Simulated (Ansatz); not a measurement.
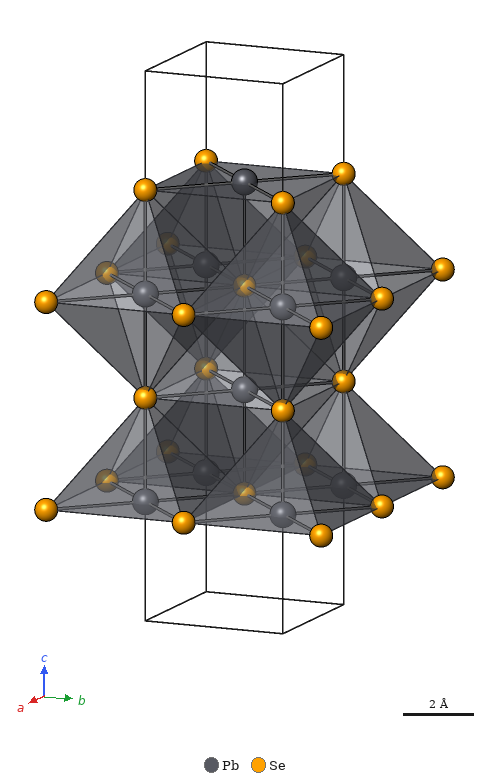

Fig. 1: The structure as given in the input (polyhedral view of the cell of the calculation, with the vacuum cut short, seen slightly off an axis; polyhedra are completed across the faces of the cell).

Run report: PbSe, geometry relaxation (part 1 of 2)

System: PbSe (slab, 8 atoms in the cell).
Method: DFT PBEsol, scalar-relativistic, plane waves, PAW, no spin polarisation (Ansatz 0.2.0).

It belongs to a series of runs on one base structure; here: (1 0 0) slab, atoms relaxed.

Output
```
Engine: ansatz 0.2.0, x86_64-unknown-linux-gnu
Pseudopotentials: kind: paw
Pseudopotential: Pb, paw, valence charge 14, recommended cutoff 420 eV (normal), Pb.paw.azcp
Pseudopotential: Se, paw, valence charge 16, recommended cutoff 420 eV (normal), Se.paw.azcp
Functional definition: PBEsol
  exchange = pbesol_x
  correlation = pbesol_c
Crystal: 8 atoms, lattice volume = 449.864 Å³
Basis set: ecut = 420 eV, 8729 PW (Γ), exchange–correlation on 60×60×324 points (8 copies of the dense FFT grid, shifted against one another)
Bands: 72, of which v1, the nominal top of the filled ones, is band 60 counted from 1 (59 counted from 0)
Symmetry: 8 space group operations
k-points: 15 of 64
Non-local potential: Pb, projectors of the file, l = 0: 2, l = 1: 2, l = 2: 2, l = 3: 2
Non-local potential: Se, projectors of the file, l = 0: 2, l = 1: 2, l = 2: 3, l = 3: 1
PAW form: soft (Blöchl's): semilocal exchange-correlation on the pseudo side does not see the compensation charge
PAW frozen core: Pb, regenerated for the run's functional, and the local potential with it (the file was generated under x = pbe(κ = 0.804, μ = 0.2195149727645171), c = pbe(β = 0.06672455060314922))
PAW frozen core: Se, regenerated for the run's functional, and the local potential with it (the file was generated under x = pbe(κ = 0.804, μ = 0.2195149727645171), c = pbe(β = 0.06672455060314922))
PAW one-centre angular grid: Pb, 590 points (default); XC on 64 Gauss nodes
PAW one-centre angular grid: Se, 590 points (default); XC on 64 Gauss nodes
Initial density: superposition of atomic densities (neutral atoms: chi_scale 0, normalization atom), corrected by the library's trained network
Initial wavefunctions: pseudopotential atomic-orbital guess
Functional: x = pbesol(κ = 0.804, μ = 0.12345679012345678), c = pbesol(β = 0.046)
SCF iter   1: F=—  HF=-68720.152064 eV  |F-HF|=—  |Δ(HF+E_count)|=         —  Δρ=1.66e-3  dr2=3.47e-2  ethr=1.77e-3  p=0.000 e·Å  D=1.04e-13 V/Å  ΔV_dip=-0.00 eV  dr2_dipole=2.88e-8  V_vac-E_F(+/−)=4.15/4.15 eV  ⟨swp⟩=8.1  Hψ=4686  notcnv=0  defer=5
efield: sawtooth ramp at fractional position 0.9800 (placed from the atoms, in the widest stretch of the axis that holds none; the zero of the levels goes with the place), width 0.0400; the density the first Hamiltonian is built on has a dipole p = 0.000 e·Å; the dipole correction subtracts the counter field D = 1.04e-13 V/Å, which shifts the + side's vacuum level by -0.00 eV against the − side's; the planar-averaged density in the ramp window peaks in size at 8.2e-6 e/Å³
preconditioner: auto → Resta (q_TF=auto, 2.189 Å⁻¹)  ε∞=2.2  [insulator: Δε(μ)=0.909 eV  Ē_g=14.243 eV  σ=0.050 eV  W_gap=1.00  n_scr=88 (ndim 8)  ℏωp=15.7 eV  f_vac=0.472  D(μ)=0.00/eV (n_scr^D=0)  ε∞_Penn≈2.2  vacuum switching on, ρ_ref=1.5e-2 e/Å³]
SCF iter   2: F=—  HF=-68720.145351 eV  |F-HF|=—  |Δ(HF+E_count)|=   6.71e-3  Δρ=8.15e-4  dr2=1.46e-2  ethr=2.89e-5  p=-0.000 e·Å  D=-3.64e-5 V/Å  ΔV_dip=0.00 eV  dr2_dipole=2.60e-7  V_vac-E_F(+/−)=4.14/4.13 eV  ⟨swp⟩=2.5  Hψ=1864  notcnv=0  defer=91
SCF iter   3: F=—  HF=-68720.144200 eV  |F-HF|=—  |Δ(HF+E_count)|=   1.15e-3  Δρ=4.76e-4  dr2=4.76e-3  ethr=1.22e-5  p=0.000 e·Å  D=5.00e-5 V/Å  ΔV_dip=-0.00 eV  dr2_dipole=7.18e-7  V_vac-E_F(+/−)=4.04/4.04 eV  ⟨swp⟩=2.0  Hψ=1201  notcnv=0  defer=91
SCF iter   4: F=—  HF=-68720.143855 eV  |F-HF|=—  |Δ(HF+E_count)|=   3.45e-4  Δρ=2.15e-4  dr2=5.57e-4  ethr=3.97e-6  p=-0.000 e·Å  D=-7.70e-5 V/Å  ΔV_dip=0.00 eV  dr2_dipole=1.51e-6  V_vac-E_F(+/−)=4.03/4.03 eV  ⟨swp⟩=1.7  Hψ=1098  notcnv=0  defer=91
SCF iter   5: F=—  HF=-68720.143861 eV  |F-HF|=—  |Δ(HF+E_count)|=   5.78e-6  Δρ=7.25e-5  dr2=8.44e-5  ethr=4.64e-7  p=0.001 e·Å  D=3.67e-4 V/Å  ΔV_dip=-0.01 eV  dr2_dipole=3.50e-5  V_vac-E_F(+/−)=4.01/4.02 eV  ⟨swp⟩=2.0  Hψ=1172  notcnv=0  defer=91
SCF iter   6: F=—  HF=-68720.143895 eV  |F-HF|=—  |Δ(HF+E_count)|=   3.46e-5  Δρ=5.74e-5  dr2=2.61e-4  ethr=7.03e-8  p=-0.002 e·Å  D=-9.00e-4 V/Å  ΔV_dip=0.02 eV  dr2_dipole=2.11e-4  V_vac-E_F(+/−)=4.02/3.99 eV  ⟨swp⟩=2.0  Hψ=1221  notcnv=0  defer=91  recentre
SCF iter   7: F=—  HF=-68720.143864 eV  |F-HF|=—  |Δ(HF+E_count)|=   3.08e-5  Δρ=3.66e-5  dr2=2.11e-5  ethr=7.03e-8  p=0.000 e·Å  D=1.93e-4 V/Å  ΔV_dip=-0.00 eV  dr2_dipole=9.53e-6  V_vac-E_F(+/−)=4.01/4.01 eV  ⟨swp⟩=1.9  Hψ=1143  notcnv=0  defer=92
iter 8 did not close the SCF: its close was put off until two iterations running show no level that it waits for move by more than its bar (scf_convergence_deferred on its scf_iter line)
SCF iter   8: F=-68720.143866 eV  HF=-68720.143867 eV  |F-HF|=9.87e-7  |Δ(HF+E_count)|=   2.07e-6  Δρ=1.02e-5  dr2=1.50e-6  ethr=8.33e-9  p=0.000 e·Å  D=4.59e-5 V/Å  ΔV_dip=-0.00 eV  dr2_dipole=5.94e-7  V_vac-E_F(+/−)=4.00/4.01 eV  ⟨swp⟩=18.1  Hψ=10744  notcnv=0
SCF iter   9: F=-68720.143867 eV  HF=-68720.143867 eV  |F-HF|=2.70e-8  |Δ(HF+E_count)|=   3.88e-7  Δρ=2.18e-6  dr2=3.31e-8  ethr=1.25e-9  p=0.000 e·Å  D=5.04e-6 V/Å  ΔV_dip=-0.00 eV  dr2_dipole=6.44e-9  V_vac-E_F(+/−)=4.00/4.00 eV  ⟨swp⟩=10.5  Hψ=7590  notcnv=0
SCF 1 converged in 9 iterations: F = -68720.143867 eV  dr2 = 3.31e-8
  greatest PAW one-centre occupation: 1.000 electrons in one spin orbital (limit 2), on the Se atom at site 5 (counted from 0), in its partial waves of l = 2
relax step   1: F+E_penalty+E_count = -68720.14386693 eV  Δ(F+E_penalty+E_count) = +0.000e0 eV  max|allowed force component| = 4.370e-1 eV/Å  Δτ_max = 0.0000 Å  (9 SCF iters, dr2 threshold 1.00e-5 eV, accepted)
Initial density: handed on by an earlier stage of this run
Initial wavefunctions: those handed on with the density
iter 1 solved again at ethr=3.81e-5 eV; its pass at ethr=3.10e-3 eV (dr2=4.57e-2 eV) is discarded
SCF iter   1: F=—  HF=-68720.293876 eV  |F-HF|=—  |Δ(HF+E_count)|=         —  Δρ=2.89e-3  dr2=4.58e-2  ethr=3.81e-5  p=0.000 e·Å  D=5.04e-6 V/Å  ΔV_dip=-0.00 eV  dr2_dipole=2.03e-8  V_vac-E_F(+/−)=3.99/3.99 eV  ⟨swp⟩=1.6  Hψ=4286  notcnv=0  defer=85
efield: sawtooth ramp at fractional position 0.9800 (handed on by an earlier solve), width 0.0400; the density the first Hamiltonian is built on has a dipole p = 0.000 e·Å; the dipole correction subtracts the counter field D = 5.04e-6 V/Å, which shifts the + side's vacuum level by -0.00 eV against the − side's; the planar-averaged density in the ramp window peaks in size at 1.4e-5 e/Å³
preconditioner: auto → Resta (q_TF=auto, 2.189 Å⁻¹)  ε∞=2.2  [insulator: Δε(μ)=1.014 eV  Ē_g=14.373 eV  σ=0.050 eV  W_gap=1.00  n_scr=88 (ndim 8)  ℏωp=15.7 eV  f_vac=0.485  D(μ)=0.00/eV (n_scr^D=0)  ε∞_Penn≈2.2  vacuum switching on, ρ_ref=1.5e-2 e/Å³]
SCF iter   2: F=—  HF=-68720.289800 eV  |F-HF|=—  |Δ(HF+E_count)|=   4.08e-3  Δρ=1.54e-3  dr2=1.03e-2  ethr=3.81e-5  p=-0.000 e·Å  D=-2.52e-5 V/Å  ΔV_dip=0.00 eV  dr2_dipole=1.01e-7  V_vac-E_F(+/−)=4.08/4.08 eV  ⟨swp⟩=2.1  Hψ=1301  notcnv=0  defer=85
SCF iter   3: F=—  HF=-68720.292161 eV  |F-HF|=—  |Δ(HF+E_count)|=   2.36e-3  Δρ=6.31e-4  dr2=1.47e-2  ethr=8.58e-6  p=0.000 e·Å  D=8.68e-5 V/Å  ΔV_dip=-0.00 eV  dr2_dipole=1.92e-6  V_vac-E_F(+/−)=4.05/4.06 eV  ⟨swp⟩=2.0  Hψ=1530  notcnv=0  defer=88
SCF iter   4: F=—  HF=-68720.290964 eV  |F-HF|=—  |Δ(HF+E_count)|=   1.20e-3  Δρ=2.78e-4  dr2=1.61e-3  ethr=8.58e-6  p=-0.000 e·Å  D=-1.18e-4 V/Å  ΔV_dip=0.00 eV  dr2_dipole=2.98e-6  V_vac-E_F(+/−)=4.13/4.13 eV  ⟨swp⟩=2.0  Hψ=1194  notcnv=0  defer=88
SCF iter   5: F=—  HF=-68720.290877 eV  |F-HF|=—  |Δ(HF+E_count)|=   8.65e-5  Δρ=7.57e-5  dr2=5.37e-5  ethr=1.34e-6  p=0.001 e·Å  D=2.11e-4 V/Å  ΔV_dip=-0.01 eV  dr2_dipole=1.08e-5  V_vac-E_F(+/−)=4.13/4.13 eV  ⟨swp⟩=2.0  Hψ=1133  notcnv=0  defer=88
SCF iter   6: F=—  HF=-68720.290898 eV  |F-HF|=—  |Δ(HF+E_count)|=   2.11e-5  Δρ=4.44e-5  dr2=9.96e-5  ethr=9.95e-9  p=-0.001 e·Å  D=-5.82e-4 V/Å  ΔV_dip=0.01 eV  dr2_dipole=7.71e-5  V_vac-E_F(+/−)=4.14/4.13 eV  ⟨swp⟩=19.3  Hψ=11748  notcnv=0
SCF iter   7: F=-68720.290886 eV  HF=-68720.290888 eV  |F-HF|=2.57e-6  |Δ(HF+E_count)|=   1.01e-5  Δρ=2.05e-5  dr2=3.78e-6  ethr=9.95e-9  p=0.000 e·Å  D=8.32e-5 V/Å  ΔV_dip=-0.00 eV  dr2_dipole=1.80e-6  V_vac-E_F(+/−)=4.13/4.14 eV  ⟨swp⟩=13.1  Hψ=8853  notcnv=0
SCF 2 converged in 7 iterations: F = -68720.290886 eV  dr2 = 3.78e-6
relax step   2: F+E_penalty+E_count = -68720.29088551 eV  Δ(F+E_penalty+E_count) = -1.470e-1 eV  max|allowed force component| = 1.268e-1 eV/Å  Δτ_max = 0.1939 Å  (7 SCF iters, dr2 threshold 1.19e-5 eV, accepted)
SCF iter   1: F=—  HF=-68720.306280 eV  |F-HF|=—  |Δ(HF+E_count)|=         —  Δρ=1.49e-3  dr2=1.51e-2  ethr=8.62e-5  p=0.000 e·Å  D=8.32e-5 V/Å  ΔV_dip=-0.00 eV  dr2_dipole=4.44e-6  V_vac-E_F(+/−)=4.14/4.14 eV  ⟨swp⟩=4.4  Hψ=2724  notcnv=0  defer=88
efield: sawtooth ramp at fractional position 0.9800 (handed on by an earlier solve), width 0.0400; the density the first Hamiltonian is built on has a dipole p = 0.000 e·Å; the dipole correction subtracts the counter field D = 8.32e-5 V/Å, which shifts the + side's vacuum level by -0.00 eV against the − side's; the planar-averaged density in the ramp window peaks in size at 4.1e-6 e/Å³
preconditioner: auto → Resta (q_TF=auto, 2.189 Å⁻¹)  ε∞=2.2  [insulator: Δε(μ)=1.084 eV  Ē_g=14.313 eV  σ=0.050 eV  W_gap=1.00  n_scr=88 (ndim 8)  ℏωp=15.7 eV  f_vac=0.480  D(μ)=0.00/eV (n_scr^D=0)  ε∞_Penn≈2.2  vacuum switching on, ρ_ref=1.5e-2 e/Å³]
SCF iter   2: F=—  HF=-68720.304149 eV  |F-HF|=—  |Δ(HF+E_count)|=   2.13e-3  Δρ=9.38e-4  dr2=8.13e-3  ethr=1.26e-5  p=-0.001 e·Å  D=-3.61e-4 V/Å  ΔV_dip=0.01 eV  dr2_dipole=1.89e-5  V_vac-E_F(+/−)=4.07/4.07 eV  ⟨swp⟩=2.1  Hψ=1462  notcnv=0  defer=89
SCF iter   3: F=—  HF=-68720.304128 eV  |F-HF|=—  |Δ(HF+E_count)|=   2.18e-5  Δρ=4.45e-4  dr2=7.35e-3  ethr=6.78e-6  p=0.001 e·Å  D=5.71e-4 V/Å  ΔV_dip=-0.01 eV  dr2_dipole=8.44e-5  V_vac-E_F(+/−)=4.10/4.12 eV  ⟨swp⟩=2.0  Hψ=1167  notcnv=0  defer=89
SCF iter   4: F=—  HF=-68720.303352 eV  |F-HF|=—  |Δ(HF+E_count)|=   7.76e-4  Δρ=1.39e-4  dr2=1.81e-4  ethr=6.13e-6  p=-0.002 e·Å  D=-7.09e-4 V/Å  ΔV_dip=0.02 eV  dr2_dipole=8.88e-5  V_vac-E_F(+/−)=4.07/4.06 eV  ⟨swp⟩=1.9  Hψ=1103  notcnv=0  defer=89
SCF iter   5: F=—  HF=-68720.303468 eV  |F-HF|=—  |Δ(HF+E_count)|=   1.17e-4  Δρ=9.30e-5  dr2=4.08e-4  ethr=1.51e-7  p=0.003 e·Å  D=1.16e-3 V/Å  ΔV_dip=-0.03 eV  dr2_dipole=3.16e-4  V_vac-E_F(+/−)=4.05/4.07 eV  ⟨swp⟩=2.0  Hψ=1322  notcnv=0  defer=90
SCF iter   6: F=—  HF=-68720.303419 eV  |F-HF|=—  |Δ(HF+E_count)|=   4.96e-5  Δρ=2.60e-5  dr2=2.99e-6  ethr=1.51e-7  p=-0.000 e·Å  D=-7.51e-5 V/Å  ΔV_dip=0.00 eV  dr2_dipole=4.38e-8  V_vac-E_F(+/−)=4.06/4.06 eV  ⟨swp⟩=1.9  Hψ=1128  notcnv=0  defer=90
iter 7 did not close the SCF: its close was put off until two iterations running show no level that it waits for move by more than its bar (scf_convergence_deferred on its scf_iter line)
SCF iter   7: F=-68720.303421 eV  HF=-68720.303420 eV  |F-HF|=1.32e-7  |Δ(HF+E_count)|=   1.62e-6  Δρ=8.08e-6  dr2=3.72e-7  ethr=8.37e-10  p=-0.000 e·Å  D=-5.77e-5 V/Å  ΔV_dip=0.00 eV  dr2_dipole=4.92e-10  V_vac-E_F(+/−)=4.06/4.06 eV  ⟨swp⟩=18.0  Hψ=10528  notcnv=0
SCF iter   8: F=-68720.303421 eV  HF=-68720.303421 eV  |F-HF|=1.69e-8  |Δ(HF+E_count)|=   2.42e-7  Δρ=1.94e-6  dr2=1.94e-8  ethr=3.10e-10  p=-0.000 e·Å  D=-6.02e-5 V/Å  ΔV_dip=0.00 eV  dr2_dipole=1.15e-11  V_vac-E_F(+/−)=4.06/4.06 eV  ⟨swp⟩=8.8  Hψ=7570  notcnv=0
SCF 3 converged in 8 iterations: F = -68720.303421 eV  dr2 = 1.94e-8
  greatest PAW one-centre occupation: 1.000 electrons in one spin orbital (limit 2), on the Se atom at site 3 (counted from 0), in its partial waves of l = 2
relax step   3: F+E_penalty+E_count = -68720.30342067 eV  Δ(F+E_penalty+E_count) = -1.254e-2 eV  max|allowed force component| = 2.831e-2 eV/Å  Δτ_max = 0.0666 Å  (8 SCF iters, dr2 threshold 1.00e-6 eV, accepted)
SCF iter   1: F=—  HF=-68720.303869 eV  |F-HF|=—  |Δ(HF+E_count)|=         —  Δρ=1.74e-4  dr2=4.39e-4  ethr=1.97e-6  p=-0.000 e·Å  D=-6.02e-5 V/Å  ΔV_dip=0.00 eV  dr2_dipole=9.46e-7  V_vac-E_F(+/−)=4.06/4.06 eV  ⟨swp⟩=3.1  Hψ=2187  notcnv=0  defer=93
efield: sawtooth ramp at fractional position 0.9800 (handed on by an earlier solve), width 0.0400; the density the first Hamiltonian is built on has a dipole p = -0.000 e·Å; the dipole correction subtracts the counter field D = -6.02e-5 V/Å, which shifts the + side's vacuum level by +0.00 eV against the − side's; the planar-averaged density in the ramp window peaks in size at 4.5e-6 e/Å³
preconditioner: auto → Resta (q_TF=auto, 2.189 Å⁻¹)  ε∞=2.2  [insulator: Δε(μ)=1.101 eV  Ē_g=14.320 eV  σ=0.050 eV  W_gap=1.00  n_scr=88 (ndim 8)  ℏωp=15.7 eV  f_vac=0.481  D(μ)=0.00/eV (n_scr^D=0)  ε∞_Penn≈2.2  vacuum switching on, ρ_ref=1.5e-2 e/Å³]
SCF iter   2: F=—  HF=-68720.303822 eV  |F-HF|=—  |Δ(HF+E_count)|=   4.72e-5  Δρ=1.25e-4  dr2=2.95e-4  ethr=3.66e-7  p=0.000 e·Å  D=1.45e-4 V/Å  ΔV_dip=-0.00 eV  dr2_dipole=4.02e-6  V_vac-E_F(+/−)=4.06/4.07 eV  ⟨swp⟩=2.0  Hψ=1674  notcnv=0  defer=93
SCF iter   3: F=—  HF=-68720.303796 eV  |F-HF|=—  |Δ(HF+E_count)|=   2.60e-5  Δρ=6.88e-5  dr2=5.51e-5  ethr=2.46e-7  p=-0.000 e·Å  D=-1.22e-4 V/Å  ΔV_dip=0.00 eV  dr2_dipole=3.57e-6  V_vac-E_F(+/−)=4.06/4.06 eV  ⟨swp⟩=1.9  Hψ=1118  notcnv=0  defer=93
SCF iter   4: F=—  HF=-68720.303851 eV  |F-HF|=—  |Δ(HF+E_count)|=   5.46e-5  Δρ=3.29e-5  dr2=1.94e-5  ethr=4.59e-8  p=0.001 e·Å  D=2.20e-4 V/Å  ΔV_dip=-0.01 eV  dr2_dipole=9.58e-6  V_vac-E_F(+/−)=4.06/4.06 eV  ⟨swp⟩=1.9  Hψ=1091  notcnv=0  defer=93
SCF iter   5: F=—  HF=-68720.303849 eV  |F-HF|=—  |Δ(HF+E_count)|=   1.90e-6  Δρ=1.61e-5  dr2=4.42e-6  ethr=1.61e-8  p=-0.000 e·Å  D=-1.07e-4 V/Å  ΔV_dip=0.00 eV  dr2_dipole=2.79e-6  V_vac-E_F(+/−)=4.06/4.06 eV  ⟨swp⟩=2.0  Hψ=1135  notcnv=0  defer=93
SCF iter   6: F=—  HF=-68720.303848 eV  |F-HF|=—  |Δ(HF+E_count)|=   3.23e-7  Δρ=7.17e-6  dr2=4.89e-7  ethr=3.68e-9  p=-0.000 e·Å  D=-2.72e-5 V/Å  ΔV_dip=0.00 eV  dr2_dipole=2.53e-7  V_vac-E_F(+/−)=4.06/4.06 eV  ⟨swp⟩=1.9  Hψ=1036  notcnv=0  defer=93
SCF iter   7: F=-68720.303849 eV  HF=-68720.303849 eV  |F-HF|=1.36e-8  |Δ(HF+E_count)|=   5.01e-8  Δρ=1.56e-6  dr2=1.95e-8  ethr=8.33e-11  p=0.000 e·Å  D=1.33e-6 V/Å  ΔV_dip=-0.00 eV  dr2_dipole=8.20e-9  V_vac-E_F(+/−)=4.06/4.06 eV  ⟨swp⟩=14.5  Hψ=8092  notcnv=0
SCF 4 converged in 7 iterations: F = -68720.303849 eV  dr2 = 1.95e-8
relax step   4: F+E_penalty+E_count = -68720.30384853 eV  Δ(F+E_penalty+E_count) = -4.279e-4 eV  max|allowed force component| = 4.987e-3 eV/Å  Δτ_max = 0.0088 Å  (7 SCF iters, accepted)
```

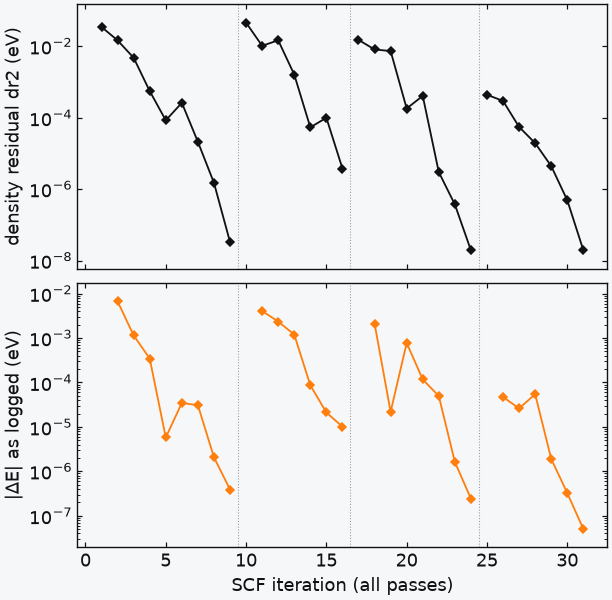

Fig. 2: Convergence of the self-consistent field: density residual dr2 and size of the energy change against the SCF iteration. The dotted lines part the SCF passes of the relaxation: geometry steps, rejected trials and re-solves on a re-selected basis. The passes take 9, 7, 8 and 7 iterations.

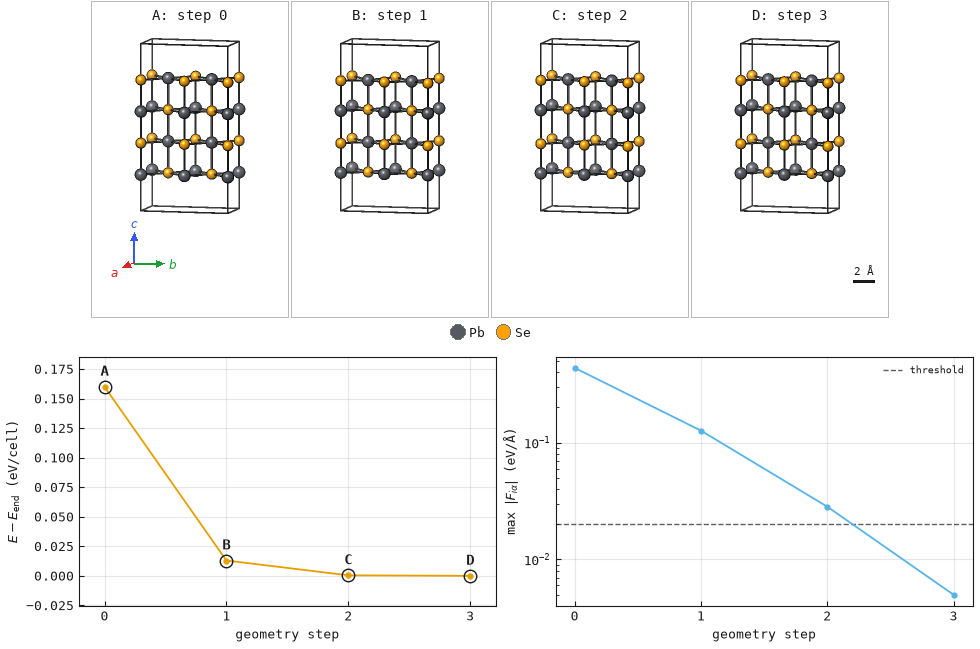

Fig. 3: Frames of the relaxation (ball-and-stick view of the 1 × 2 repeat of the cell, with the vacuum cut short, seen slightly off an axis) above the curves, on which the letters mark them (the first geometry is step 0 here and step 1 in the log).

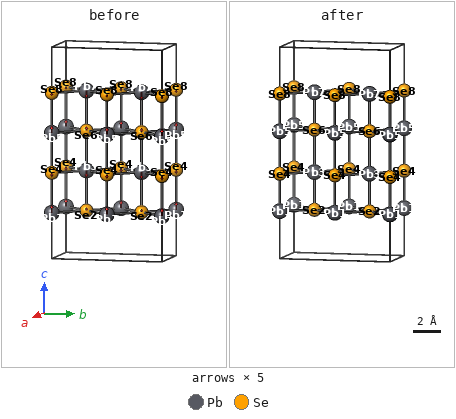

Fig. 4: Before (left) and after (right) the relaxation, at one scale (ball-and-stick view of the 1 × 2 repeat of the cell, with the vacuum cut short, seen slightly off an axis). The red arrows give the displacements, magnified 5 times. Over 3 geometry steps the energy falls by 0.160 eV per cell of the calculation. Largest force component: 0.44 eV/Å at the start, 0.005 eV/Å at the end. The largest moves, 0.13 Å, are those of Pb1 and Pb7. By element the largest moves are Pb 0.13 Å, Se 0.07 Å. The cell stays as it was. Among the contacts that change: Pb1–Se4 3.052 → 2.852 Å, Pb3–Se6 3.052 → 3.243 Å, Pb5–Se8 3.052 → 2.880 Å. Among the angles that change: Se2–Pb1–Se2 180.0° → 177.0°, Pb1–Se2–Pb1 180.0° → 177.0°. (Atoms are counted from 1 in the order of the input.)
